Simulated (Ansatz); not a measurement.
Ti$_{2}$HC: several calculations on one system

### A change

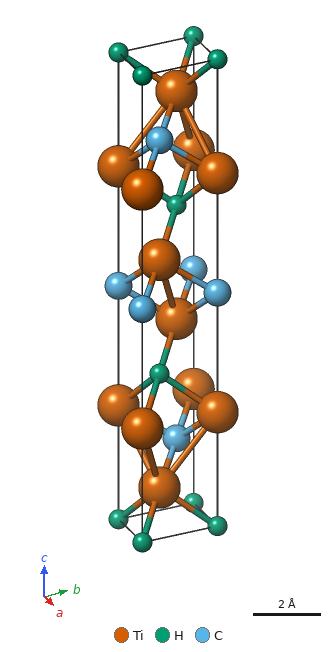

Reference structure: a symmetric starting cell of Ti2HC. The picture is a ball-and-stick view of the conventional cell (3 times the calculation's cell), seen slightly off an axis. Lengths and directions refer to the drawn axes.

Computed with Ansatz 0.2.0, DFT PBEsol, scalar-relativistic, plane waves, PAW. (plane-wave cutoff 420 eV; k-point mesh 15 × 15 × 15; occupations gaussian; smearing width 0.1 eV; no spin polarisation)

Now this is done to it. The cell is strained by −1.5 % along c and none across it (volume −1.6 %) and the Ti atoms are displaced by 0.21 Å relative to the cell: Ti1 0.21 Å along +c. No relaxation follows. The starting cell wasn't computed here and needn't be at equilibrium, so pressure and forces aren't due to the change alone.

Input file:
```yaml
crystal:
  lattice:
    - [1.5479855736, 0.8937298877, 4.7220460771]
    - [-1.5479855736, 0.8937298877, 4.7220460771]
    - [0.0, -1.7874597753, 4.7220460771]
  atoms:
    - { symbol: Ti, position: [0.7708011706, 0.7708011706, 0.7708011706] }
    - { symbol: Ti, position: [0.2291988294, 0.2291988294, 0.2291988294] }
    - { symbol: H, position: [0.0, 0.0, 0.0] }
    - { symbol: C, position: [0.5, 0.5, 0.5] }
basis:
  ecutwfc: 420
kpoints:
  mp_grid: { grid: [15, 15, 15] }
hamiltonian:
  xc: pbesol
scf:
  occupations: { method: gaussian, width: 0.1 }
output:
  forces: true
  stress: true
  eigenvalues: true
```

**What does the calculation give for the changed structure?**

Among the bonded contacts that change: Ti–Ti 2.853 → 2.517 Å, H–Ti 2.202 → 2.318 Å, C–Ti 2.105 → 1.995 Å. The space group stays R-3m (No. 166). The pressure is 25.5 GPa (not all of it need come from the change, since the unchanged cell can be under pressure at this level too). The principal stresses (compression positive) are 30.1 GPa along c and 23.2 GPa across it. The largest forces, 6.2 eV/Å, act on Ti1 and Ti2; on Ti1 it points along −c. The forces point straight back along the displacements (cosine −1.00).

Drawn alike, the variant:

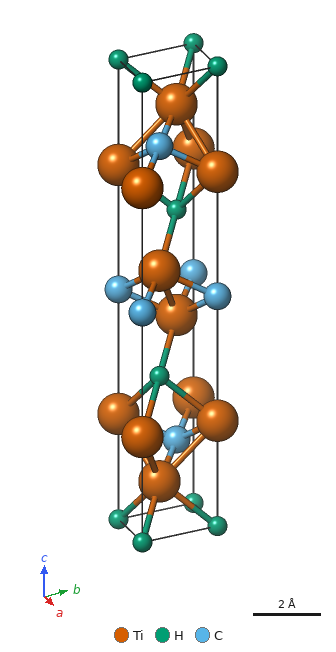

### A change

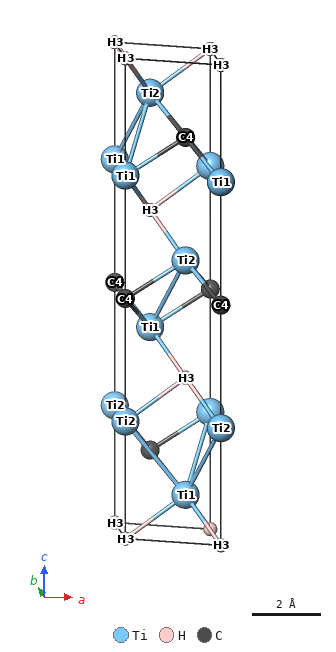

The starting point is a symmetric starting cell of Ti₂HC. The picture is a ball-and-stick view of the conventional cell (3 times the calculation's cell), seen from a free direction. Lengths and directions refer to the drawn axes.

Method: DFT PBEsol, scalar-relativistic, plane waves, PAW (Ansatz 0.2.0). Settings: plane-wave cutoff 420 eV; k-point mesh 15 × 15 × 15; occupations gaussian; smearing width 0.1 eV; no spin polarisation.

Now this is done to it. The cell is strained by +1.9 % along c and +0.4 % across it (volume +2.6 %) and the Ti atoms are displaced by 0.14 Å relative to the cell: Ti1 0.14 Å along +c. No relaxation follows. The starting cell wasn't computed here and needn't be at equilibrium, so pressure and forces aren't due to the change alone.

Input
```yaml
crystal:
  lattice:
    - [1.5539774163, 0.8971892796, 4.8844486732]
    - [-1.5539774163, 0.8971892796, 4.8844486732]
    - [0.0, -1.7943785592, 4.8844486732]
  atoms:
    - { symbol: Ti, position: [0.7658854637, 0.7658854637, 0.7658854637] }
    - { symbol: Ti, position: [0.2341145363, 0.2341145363, 0.2341145363] }
    - { symbol: H, position: [0.0, 0.0, 0.0] }
    - { symbol: C, position: [0.5, 0.5, 0.5] }
basis:
  ecutwfc: 420
kpoints:
  mp_grid: { grid: [15, 15, 15] }
hamiltonian:
  xc: pbesol
scf:
  occupations: { method: gaussian, width: 0.1 }
output:
  forces: true
  stress: true
  eigenvalues: true
  populations: true
```

What is the effect?

Answer. Some distances before and after: Ti–Ti 2.853 → 2.670 Å, H–Ti 2.202 → 2.309 Å, C–Ti 2.105 → 2.049 Å. The space group stays R-3m (No. 166). The pressure is 5.0 GPa (not all of it need come from the change, since the unchanged cell can be under pressure at this level too). The principal stresses (compression positive) are 6.9 GPa along c and 4.1 GPa across it. The largest forces, 3 eV/Å, act on Ti1 and Ti2; on Ti1 it points along −c. The forces point straight back along the displacements (cosine −1.00).

Drawn alike, the variant:

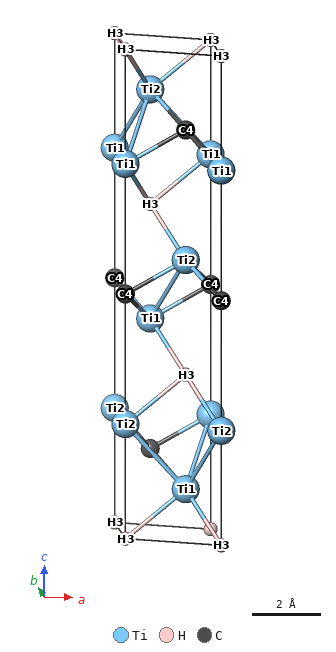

### Distortion

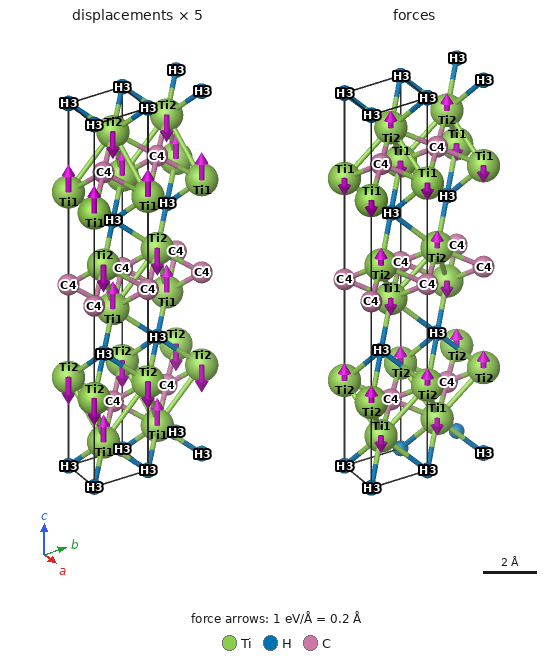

Left: a symmetric starting cell of Ti₂HC, with purple arrows for the displacements applied to it (without the part that the change of the cell carries along). Right: the displaced structure with the computed forces. Besides, the cell is strained by +2.9 % along c and +4.4 % across it (volume +12.0 %). Style: ball-and-stick. Shown: the conventional cell (3 times the calculation's cell), repeated 1 × 2 × 1 with one cell outlined, slightly off an axis. Lengths and directions refer to the drawn axes.

Computed with DFT PBEsol, scalar-relativistic, plane waves, PAW in Ansatz 0.2.0. Set-up: plane-wave cutoff 420 eV; k-point mesh 15 × 15 × 15; occupations gaussian; smearing width 0.1 eV; no spin polarisation.

> How do the forces relate to the distortion?

The Ti atoms are displaced by 0.22 Å relative to the cell: Ti2 0.22 Å along −c. No relaxation follows. The starting cell wasn't computed here and needn't be at equilibrium, so pressure and forces aren't due to the change alone. Some distances before and after: Ti–Ti 2.853 → 2.628 Å, H–Ti 2.202 → 2.420 Å, C–Ti 2.105 → 2.083 Å. The space group stays R-3m (No. 166). The pressure is −3.1 GPa (not all of it need come from the change, since the unchanged cell can be under pressure at this level too). The principal stresses (compression positive) are 4.5 GPa along c and −6.9 GPa across it. The largest forces, 3.4 eV/Å, act on Ti1 and Ti2; on Ti2 it points along +c. The forces point straight back along the displacements (cosine −1.00).

### Distortion

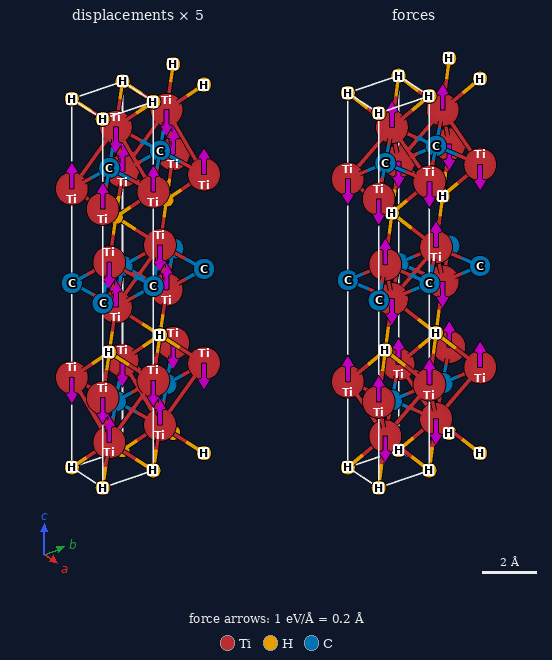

Left: a symmetric starting cell of Ti2HC, with purple arrows for the displacements applied to it (without the part that the change of the cell carries along). Right: the displaced structure with the computed forces. Besides, the cell is strained by +1.6 % along c and +0.1 % across it (volume +1.8 %). A ball-and-stick model of the conventional cell (3 times the calculation's cell), repeated 1 × 2 × 1 with one cell outlined, seen slightly off an axis. Lengths and directions refer to the drawn axes.

Method: DFT PBEsol, scalar-relativistic, plane waves, PAW (Ansatz 0.2.0). Settings: plane-wave cutoff 420 eV; k-point mesh 15 × 15 × 15; occupations gaussian; smearing width 0.1 eV; no spin polarisation.

Q: Describe the distortion and the response.

A: The Ti atoms are displaced by 0.22 Å relative to the cell. No relaxation follows. The starting cell wasn't computed here and needn't be at equilibrium, so pressure and forces aren't due to the change alone. The pressure is 17.8 GPa (not all of it need come from the change, since the unchanged cell can be under pressure at this level too). The principal stresses (compression positive) are 20.3 GPa along c and 16.6 GPa across it. The largest forces, 5.3 eV/Å, act on 2 Ti atoms of the calculation's cell. The forces point straight back along the displacements (cosine −1.00). Among the bonded contacts that change: Ti–Ti 2.853 → 2.558 Å, H–Ti 2.202 → 2.349 Å, C–Ti 2.105 → 2.009 Å. The space group stays R-3m (No. 166).
